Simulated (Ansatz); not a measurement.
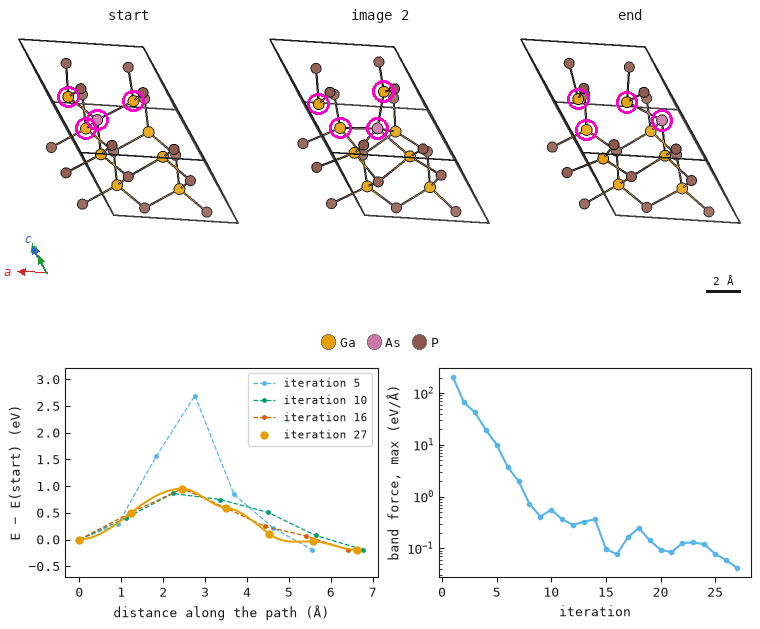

A nudged-elastic-band calculation for a defect cell of composition Ga₈AsP₆ (15 atoms in the cell). Images are numbered from 0 (start) to 6 (end). The plot follows the band through its iterations. Style: ball-and-stick. Shown: the reduced simulation cell (origin moved), from a free direction. The atoms that move most are ringed. Lengths and directions refer to the drawn axes. Bonds to atoms that aren't drawn are left out.

These are results of Ansatz, DFT PBE, scalar-relativistic, plane waves, PAW, not measurements. Set-up: plane-wave cutoff 420 eV; k-point mesh 2 × 2 × 2; Gaussian smearing 0.02 eV; 5 movable images; climbing image.

Judge this run.

Answer. The run is converged, with reservations. The band converged in 27 iterations. The largest component of the band force went from 200 to 0.042 eV/Å. The climbing image converged on the top of the path. Its curvatures weren't checked. The first iteration put the highest image at 47.68 eV. Forward barrier 0.95 eV, backward barrier 1.14 eV, with image 2 at the top; the reaction energy is −0.19 eV.

Limits of the set-up: the k-point mesh is coarse for a cell with partly filled bands; the periodic images lie only 7.8 Å apart, so the values are limited by the cell's size.

Cost: 9.4 min on 4 threads of Intel(R) Xeon(R) Platinum 8375C CPU @ 2.90GHz (Ice Lake), on a shared host, peak memory 1.7 GiB.
